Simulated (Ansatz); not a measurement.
Geometry relaxation of GePt (part 1 of 2)

System: GePt (8 atoms in the cell).
Method: DFT PBE, scalar-relativistic, plane waves, PAW, no spin polarisation (Ansatz 0.2.0).

The structure was made by swapping elements on the sites of another compound; it need not be a known phase. It belongs to a series of runs on one base structure; here: Ni -> Pt on all its sites, cell and atoms relaxed.

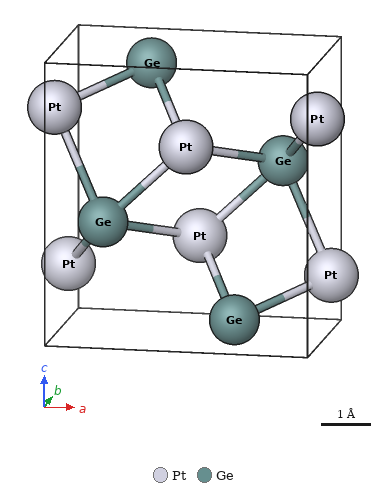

The starting structure (ball-and-stick view of the cell of the calculation, seen slightly off an axis). An atom can appear more than once, as a periodic image. Near neighbours in the periodic cell (some may lie outside the picture): Pt has 6 Ge at 2.43 to 2.61 Å; Ge has 6 Pt at 2.43 to 2.61 Å.

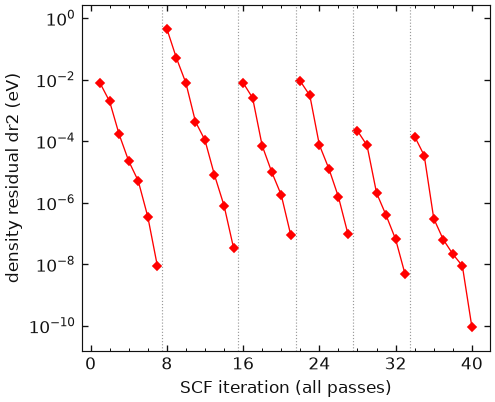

Convergence of the self-consistent field: density residual dr2 against the SCF iteration. The dotted lines part the SCF passes of the relaxation: geometry steps, rejected trials and re-solves on a re-selected basis. The 6 passes take 6 to 8 iterations each, 40 in all.

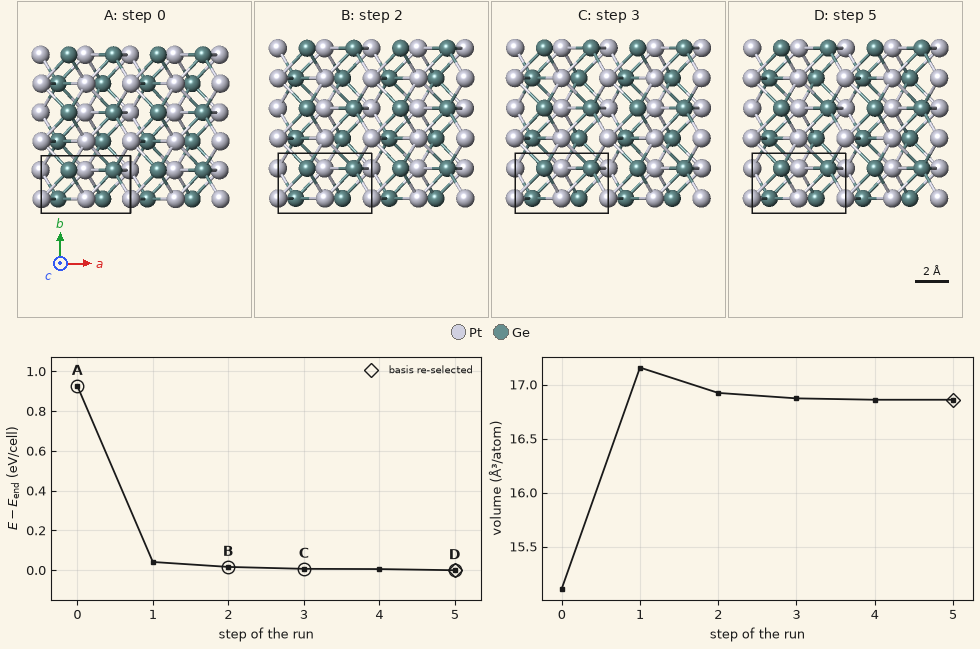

Frames of the relaxation (ball-and-stick view of the cell of the calculation, repeated 2 × 3 × 1, along the c axis) above the curves, on which the letters mark them (the first geometry is step 0 here and step 1 in the log).

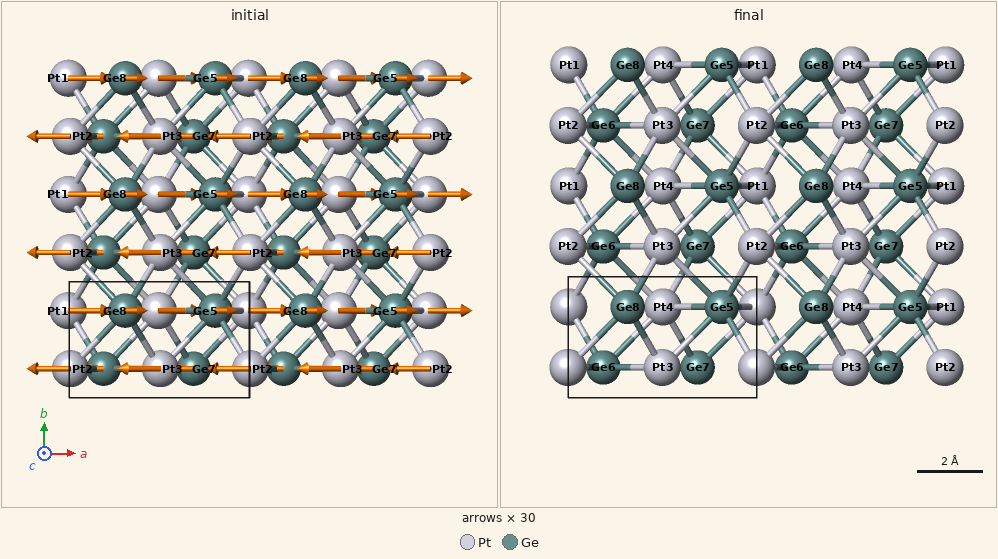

Before (left) and after (right) the relaxation, at one scale (ball-and-stick view of the cell of the calculation, repeated 2 × 3 × 1, along the c axis). The orange arrows give the displacements (without the part carried along by the change of the cell), magnified 30 times. The largest moves relative to the cell, 0.047 Å, are those of Pt1, Pt2, Pt3 and Pt4. Largest moves by element: Pt 0.047 Å, Ge 0.023 Å. Cell: a 5.572 → 5.831 Å (+4.6 %), b 3.594 → 3.744 Å (+4.2 %), c 6.036 → 6.178 Å (+2.3 %). Volume +11.6 %. Among the contacts that change: Pt1–Ge7 2.549 → 2.707 Å, Pt1–Ge8 2.431 → 2.509 Å, Pt1–Ge5 2.608 → 2.676 Å, Pt1–Ge6 2.493 → 2.551 Å. Among the angles that change: Ge6–Pt1–Ge6 92.2° → 94.4°, Pt1–Ge6–Pt1 92.2° → 94.4°, Ge7–Pt1–Ge7 89.7° → 87.5°. The space group stays Pnma (No. 62). After 4 geometry steps the energy has fallen by 0.921 eV per cell of the calculation. The largest force component goes from 0.67 to 0.017 eV/Å. The pressure goes from 22.84 to 0.00 GPa. A last SCF at the same geometry on a re-selected plane-wave basis shifts the energy by −5.9 meV per cell of the calculation. (Atoms are counted from 1 in the order of the input.)

The input and output of the run follow.

The input
```yaml
crystal:
  lattice:
    - [5.57216719, 0.0, 0.0]
    - [0.0, 3.5940849354, 0.0]
    - [0.0, 0.0, 6.0362079177]
  atoms:
    - { symbol: Pt, position: [0.9942832199, 0.75, 0.1901826743] }
    - { symbol: Pt, position: [0.0057167801, 0.25, 0.8098173257] }
    - { symbol: Pt, position: [0.5057167801, 0.25, 0.6901826743] }
    - { symbol: Pt, position: [0.4942832199, 0.75, 0.3098173257] }
    - { symbol: Ge, position: [0.8103268977, 0.75, 0.5874320966] }
    - { symbol: Ge, position: [0.1896731023, 0.25, 0.4125679034] }
    - { symbol: Ge, position: [0.6896731023, 0.25, 0.0874320966] }
    - { symbol: Ge, position: [0.3103268977, 0.75, 0.9125679034] }
basis:
  ecutwfc: 420
kpoints:
  mp_grid: { grid: [4, 6, 4] }
hamiltonian:
  xc: pbe
scf:
  occupations: { method: gaussian, width: 0.1 }
output:
  forces: true
  stress: true
  eigenvalues: true
relax:
  adjacent_minimum: "off"
  f_tol: 0.05
  max_steps: 60
  cell: { stress_tol: 0.5 }
```

Launch command:
```bash
ansatz run input.yaml --threads 2 --pin off --max-ram 5120MiB --backend cpu --events-out ev --progress --plain --runs-dir out
```

The program's output
```
Engine: ansatz 0.2.0, x86_64-unknown-linux-gnu
Pseudopotentials: kind: paw
Pseudopotential: Pt, paw, valence charge 18, recommended cutoff 420 eV (normal), Pt.paw.azcp
Pseudopotential: Ge, paw, valence charge 14, recommended cutoff 420 eV (normal), Ge.paw.azcp
Functional definition: PBE
  parameter kappa = 0.804
  parameter beta = 0.06672455060314922
  exchange = pbe_x(kappa = kappa, mu = beta*pi^2/3)
  correlation = pbe_c(beta = beta)
Crystal: 8 atoms, lattice volume = 120.886 Å³
Basis set: ecut = 420 eV, 2327 PW (Γ), exchange–correlation on 80×50×90 points (8 copies of the dense FFT grid, shifted against one another)
Bands: 77, of which v1, the nominal top of the filled ones, is band 64 counted from 1 (63 counted from 0)
Symmetry: 8 space group operations
Space group: Pnma (ITA 62), of the structure as read, at distance tolerance 4.9e-5 Å
k-points: 36 of 96
Non-local potential: Pt, projectors of the file, l = 0: 3, l = 1: 2, l = 2: 2, l = 3: 1
Non-local potential: Ge, projectors of the file, l = 0: 2, l = 1: 2, l = 2: 3, l = 3: 1
PAW form: soft (Blöchl's): semilocal exchange-correlation on the pseudo side does not see the compensation charge
PAW one-centre angular grid: Pt, 590 points (default); XC on 64 Gauss nodes
PAW one-centre angular grid: Ge, 590 points (default); XC on 64 Gauss nodes
Initial density: superposition of atomic densities (neutral atoms: chi_scale 0, normalization atom), corrected by the library's trained network
Initial wavefunctions: pseudopotential atomic-orbital guess
Functional: x = pbe(κ = 0.804, μ = 0.2195149727645171), c = pbe(β = 0.06672455060314922)
SCF iter   1: F=—  HF=-67274.818767 eV  |F-HF|=—  |Δ(HF+E_count)|=         —  Δρ=3.82e-3  dr2=7.61e-3  ethr=1.77e-3  ⟨swp⟩=5.3  Hψ=9220  notcnv=0  defer=33
preconditioner: auto → Kerker (q_TF=auto, 2.754 Å⁻¹)  [metal: Δε(μ)=0.067 eV  Ē_g=17.889 eV  σ=0.100 eV  W_gap=0.36  n_scr=42 (ndim 8)  ℏωp=33.1 eV  f_vac=0.000  D(μ)=2.74/eV (n_scr^D=10)]
SCF iter   2: F=—  HF=-67274.821767 eV  |F-HF|=—  |Δ(HF+E_count)|=   3.00e-3  Δρ=2.04e-3  dr2=1.94e-3  ethr=5.94e-6  ⟨swp⟩=2.9  Hψ=5801  notcnv=0  defer=45
SCF iter   3: F=—  HF=-67274.822312 eV  |F-HF|=—  |Δ(HF+E_count)|=   5.45e-4  Δρ=4.61e-4  dr2=1.64e-4  ethr=1.52e-6  ⟨swp⟩=2.1  Hψ=3628  notcnv=0  defer=45
SCF iter   4: F=—  HF=-67274.822327 eV  |F-HF|=—  |Δ(HF+E_count)|=   1.51e-5  Δρ=1.44e-4  dr2=2.24e-5  ethr=1.28e-7  ⟨swp⟩=2.0  Hψ=4266  notcnv=0  defer=45
SCF iter   5: F=—  HF=-67274.822296 eV  |F-HF|=—  |Δ(HF+E_count)|=   3.10e-5  Δρ=6.26e-5  dr2=5.06e-6  ethr=1.75e-8  ⟨swp⟩=2.0  Hψ=4037  notcnv=0  defer=45
SCF iter   6: F=—  HF=-67274.822296 eV  |F-HF|=—  |Δ(HF+E_count)|=   1.39e-7  Δρ=1.63e-5  dr2=3.50e-7  ethr=3.95e-9  ⟨swp⟩=2.1  Hψ=3607  notcnv=0  defer=45
SCF iter   7: F=-67274.822296 eV  HF=-67274.822296 eV  |F-HF|=1.92e-9  |Δ(HF+E_count)|=   4.44e-8  Δρ=2.83e-6  dr2=8.95e-9  ethr=7.81e-11  ⟨swp⟩=8.6  Hψ=10648  notcnv=0
SCF 1 converged in 7 iterations: F = -67274.822296 eV  dr2 = 8.95e-9
  greatest PAW one-centre occupation: 1.000 electrons in one spin orbital (limit 2), on the Pt atom at site 3 (counted from 0), in its partial waves of l = 0
relax step   1: F+E_penalty+E_count = -67274.82229565 eV  Δ(F+E_penalty+E_count) = +0.000e0 eV  max|allowed force component| = 6.692e-1 eV/Å  Δτ_max = 0.0000 Å  P = +22.838 GPa  Ω = 120.886 Å³  (7 SCF iters, dr2 threshold 1.00e-7 eV, accepted)
Crystal: 8 atoms, lattice volume = 137.263 Å³
Basis set: ecut = 420 eV, 2679 PW (Γ), exchange–correlation on 80×50×90 points (8 copies of the dense FFT grid, shifted against one another)
Initial density: handed on by an earlier stage of this run
Initial wavefunctions: those handed on with the density
iter 1 solved again at ethr=3.47e-4 eV; its pass at ethr=3.10e-3 eV (dr2=4.44e-1 eV) is discarded
SCF iter   1: F=—  HF=-67275.794638 eV  |F-HF|=—  |Δ(HF+E_count)|=         —  Δρ=1.46e-2  dr2=4.50e-1  ethr=3.47e-4  ⟨swp⟩=1.7  Hψ=13250  notcnv=0
preconditioner: auto → Kerker (q_TF=auto, 2.697 Å⁻¹)  [metal: Δε(μ)=0.019 eV  Ē_g=16.967 eV  σ=0.100 eV  W_gap=0.11  n_scr=42 (ndim 8)  ℏωp=31.1 eV  f_vac=0.008  D(μ)=2.98/eV (n_scr^D=14)]
SCF iter   2: F=—  HF=-67275.714845 eV  |F-HF|=—  |Δ(HF+E_count)|=   7.98e-2  Δρ=6.00e-3  dr2=5.06e-2  ethr=3.47e-4  ⟨swp⟩=2.5  Hψ=3909  notcnv=0
SCF iter   3: F=—  HF=-67275.708163 eV  |F-HF|=—  |Δ(HF+E_count)|=   6.68e-3  Δρ=2.67e-3  dr2=7.71e-3  ethr=3.95e-5  ⟨swp⟩=2.1  Hψ=4548  notcnv=0
SCF iter   4: F=—  HF=-67275.707476 eV  |F-HF|=—  |Δ(HF+E_count)|=   6.86e-4  Δρ=5.93e-4  dr2=4.29e-4  ethr=6.02e-6  ⟨swp⟩=2.1  Hψ=4720  notcnv=0
SCF iter   5: F=—  HF=-67275.707089 eV  |F-HF|=—  |Δ(HF+E_count)|=   3.87e-4  Δρ=2.51e-4  dr2=1.07e-4  ethr=3.35e-7  ⟨swp⟩=2.2  Hψ=4713  notcnv=0
SCF iter   6: F=—  HF=-67275.707121 eV  |F-HF|=—  |Δ(HF+E_count)|=   3.12e-5  Δρ=6.50e-5  dr2=7.84e-6  ethr=8.33e-8  ⟨swp⟩=2.0  Hψ=4401  notcnv=0
SCF iter   7: F=—  HF=-67275.707121 eV  |F-HF|=—  |Δ(HF+E_count)|=   5.00e-7  Δρ=2.32e-5  dr2=8.00e-7  ethr=6.25e-10  ⟨swp⟩=4.5  Hψ=11327  notcnv=0
SCF iter   8: F=-67275.707121 eV  HF=-67275.707121 eV  |F-HF|=2.24e-9  |Δ(HF+E_count)|=   1.67e-7  Δρ=4.82e-6  dr2=3.35e-8  ethr=6.25e-10  ⟨swp⟩=5.0  Hψ=8990  notcnv=0
SCF 2 converged in 8 iterations: F = -67275.707121 eV  dr2 = 3.35e-8
relax step   2: F+E_penalty+E_count = -67275.70712091 eV  Δ(F+E_penalty+E_count) = -8.848e-1 eV  max|allowed force component| = 1.102e-1 eV/Å  Δτ_max = 0.0269 Å  P = -2.557 GPa  Ω = 137.263 Å³  energy of the carried Pulay correction = -7.317e-3 eV  (8 SCF iters, dr2 threshold 8.00e-7 eV, accepted)
Crystal: 8 atoms, lattice volume = 135.385 Å³
Basis set: ecut = 420 eV, 2659 PW (Γ), exchange–correlation on 80×50×90 points (8 copies of the dense FFT grid, shifted against one another)
iter 1 solved again at ethr=6.92e-6 eV; its pass at ethr=3.10e-3 eV (dr2=8.86e-3 eV) is discarded
SCF iter   1: F=—  HF=-67275.733667 eV  |F-HF|=—  |Δ(HF+E_count)|=         —  Δρ=2.17e-3  dr2=7.84e-3  ethr=6.92e-6  ⟨swp⟩=1.8  Hψ=11186  notcnv=0
preconditioner: auto → Kerker (q_TF=auto, 2.703 Å⁻¹)  [metal: Δε(μ)=0.025 eV  Ē_g=17.110 eV  σ=0.100 eV  W_gap=0.14  n_scr=42 (ndim 8)  ℏωp=31.3 eV  f_vac=0.002  D(μ)=3.22/eV (n_scr^D=20)]
SCF iter   2: F=—  HF=-67275.732582 eV  |F-HF|=—  |Δ(HF+E_count)|=   1.09e-3  Δρ=1.19e-3  dr2=2.52e-3  ethr=6.12e-6  ⟨swp⟩=1.0  Hψ=2772  notcnv=0
SCF iter   3: F=—  HF=-67275.732123 eV  |F-HF|=—  |Δ(HF+E_count)|=   4.59e-4  Δρ=2.22e-4  dr2=7.10e-5  ethr=1.97e-6  ⟨swp⟩=2.0  Hψ=3520  notcnv=0
SCF iter   4: F=—  HF=-67275.732029 eV  |F-HF|=—  |Δ(HF+E_count)|=   9.41e-5  Δρ=8.80e-5  dr2=9.91e-6  ethr=5.54e-8  ⟨swp⟩=2.0  Hψ=4461  notcnv=0
SCF iter   5: F=—  HF=-67275.732024 eV  |F-HF|=—  |Δ(HF+E_count)|=   5.49e-6  Δρ=2.95e-5  dr2=1.77e-6  ethr=7.75e-9  ⟨swp⟩=2.5  Hψ=5049  notcnv=0
SCF iter   6: F=-67275.732023 eV  HF=-67275.732023 eV  |F-HF|=4.43e-8  |Δ(HF+E_count)|=   2.30e-7  Δρ=7.76e-6  dr2=8.77e-8  ethr=6.25e-10  ⟨swp⟩=5.0  Hψ=10237  notcnv=0
SCF 3 converged in 6 iterations: F = -67275.732023 eV  dr2 = 8.77e-8
relax step   3: F+E_penalty+E_count = -67275.73202332 eV  Δ(F+E_penalty+E_count) = -2.490e-2 eV  max|allowed force component| = 1.102e-1 eV/Å  Δτ_max = 0.0094 Å  P = -0.657 GPa  Ω = 135.385 Å³  energy of the carried Pulay correction = -6.525e-3 eV  (6 SCF iters, dr2 threshold 8.00e-7 eV, accepted)
Crystal: 8 atoms, lattice volume = 134.981 Å³
Basis set: ecut = 420 eV, 2635 PW (Γ), exchange–correlation on 80×50×90 points (8 copies of the dense FFT grid, shifted against one another)
iter 1 solved again at ethr=6.56e-6 eV; its pass at ethr=3.10e-3 eV (dr2=8.40e-3 eV) is discarded
SCF iter   1: F=—  HF=-67275.743238 eV  |F-HF|=—  |Δ(HF+E_count)|=         —  Δρ=3.87e-3  dr2=8.85e-3  ethr=6.56e-6  ⟨swp⟩=2.0  Hψ=10054  notcnv=0
preconditioner: auto → Kerker (q_TF=auto, 2.704 Å⁻¹)  [metal: Δε(μ)=0.017 eV  Ē_g=17.130 eV  σ=0.100 eV  W_gap=0.09  n_scr=42 (ndim 8)  ℏωp=31.3 eV  f_vac=0.002  D(μ)=3.18/eV (n_scr^D=20)]
SCF iter   2: F=—  HF=-67275.742153 eV  |F-HF|=—  |Δ(HF+E_count)|=   1.09e-3  Δρ=2.14e-3  dr2=3.03e-3  ethr=6.56e-6  ⟨swp⟩=1.0  Hψ=2772  notcnv=0
SCF iter   3: F=—  HF=-67275.741742 eV  |F-HF|=—  |Δ(HF+E_count)|=   4.10e-4  Δρ=2.58e-4  dr2=7.49e-5  ethr=2.36e-6  ⟨swp⟩=2.9  Hψ=4476  notcnv=0
SCF iter   4: F=—  HF=-67275.741653 eV  |F-HF|=—  |Δ(HF+E_count)|=   8.96e-5  Δρ=1.10e-4  dr2=1.26e-5  ethr=5.85e-8  ⟨swp⟩=2.0  Hψ=4453  notcnv=0
SCF iter   5: F=—  HF=-67275.741644 eV  |F-HF|=—  |Δ(HF+E_count)|=   8.72e-6  Δρ=3.01e-5  dr2=1.53e-6  ethr=9.84e-9  ⟨swp⟩=2.3  Hψ=4252  notcnv=0
SCF iter   6: F=-67275.741644 eV  HF=-67275.741644 eV  |F-HF|=4.11e-8  |Δ(HF+E_count)|=   2.37e-7  Δρ=8.95e-6  dr2=9.46e-8  ethr=6.25e-10  ⟨swp⟩=5.1  Hψ=10376  notcnv=0
SCF 4 converged in 6 iterations: F = -67275.741644 eV  dr2 = 9.46e-8
relax step   4: F+E_penalty+E_count = -67275.74164430 eV  Δ(F+E_penalty+E_count) = -9.621e-3 eV  max|allowed force component| = 5.393e-2 eV/Å  Δτ_max = 0.0249 Å  P = -0.099 GPa  Ω = 134.981 Å³  energy of the carried Pulay correction = -6.353e-3 eV  (6 SCF iters, dr2 threshold 8.00e-7 eV, accepted)
Crystal: 8 atoms, lattice volume = 134.878 Å³
Basis set: ecut = 420 eV, 2627 PW (Γ), exchange–correlation on 80×50×90 points (8 copies of the dense FFT grid, shifted against one another)
iter 1 solved again at ethr=3.01e-7 eV; its pass at ethr=3.10e-3 eV (dr2=3.85e-4 eV) is discarded
SCF iter   1: F=—  HF=-67275.742929 eV  |F-HF|=—  |Δ(HF+E_count)|=         —  Δρ=7.74e-4  dr2=2.14e-4  ethr=3.01e-7  ⟨swp⟩=3.0  Hψ=11939  notcnv=0
preconditioner: auto → Kerker (q_TF=auto, 2.705 Å⁻¹)  [metal: Δε(μ)=0.025 eV  Ē_g=17.130 eV  σ=0.100 eV  W_gap=0.14  n_scr=42 (ndim 8)  ℏωp=31.3 eV  f_vac=0.002  D(μ)=3.05/eV (n_scr^D=18)]
SCF iter   2: F=—  HF=-67275.742916 eV  |F-HF|=—  |Δ(HF+E_count)|=   1.37e-5  Δρ=4.29e-4  dr2=7.22e-5  ethr=1.67e-7  ⟨swp⟩=1.0  Hψ=2772  notcnv=0
SCF iter   3: F=—  HF=-67275.742828 eV  |F-HF|=—  |Δ(HF+E_count)|=   8.71e-5  Δρ=3.66e-5  dr2=2.05e-6  ethr=5.64e-8  ⟨swp⟩=2.7  Hψ=5095  notcnv=0
SCF iter   4: F=—  HF=-67275.742828 eV  |F-HF|=—  |Δ(HF+E_count)|=   3.89e-9  Δρ=1.47e-5  dr2=3.86e-7  ethr=1.60e-9  ⟨swp⟩=2.0  Hψ=4123  notcnv=0
iter 5 did not close the SCF: its close was put off for the readings that it lacked (scf_convergence_deferred on its scf_iter line)
SCF iter   5: F=-67275.742828 eV  HF=-67275.742828 eV  |F-HF|=2.64e-8  |Δ(HF+E_count)|=   2.40e-7  Δρ=5.03e-6  dr2=6.39e-8  ethr=3.01e-10  ⟨swp⟩=2.0  Hψ=4457  notcnv=0
SCF iter   6: F=-67275.742828 eV  HF=-67275.742828 eV  |F-HF|=1.46e-10  |Δ(HF+E_count)|=   2.44e-9  Δρ=1.76e-6  dr2=4.58e-9  ethr=4.99e-11  ⟨swp⟩=2.0  Hψ=8065  notcnv=0
SCF 5 converged in 6 iterations: F = -67275.742828 eV  dr2 = 4.58e-9
```
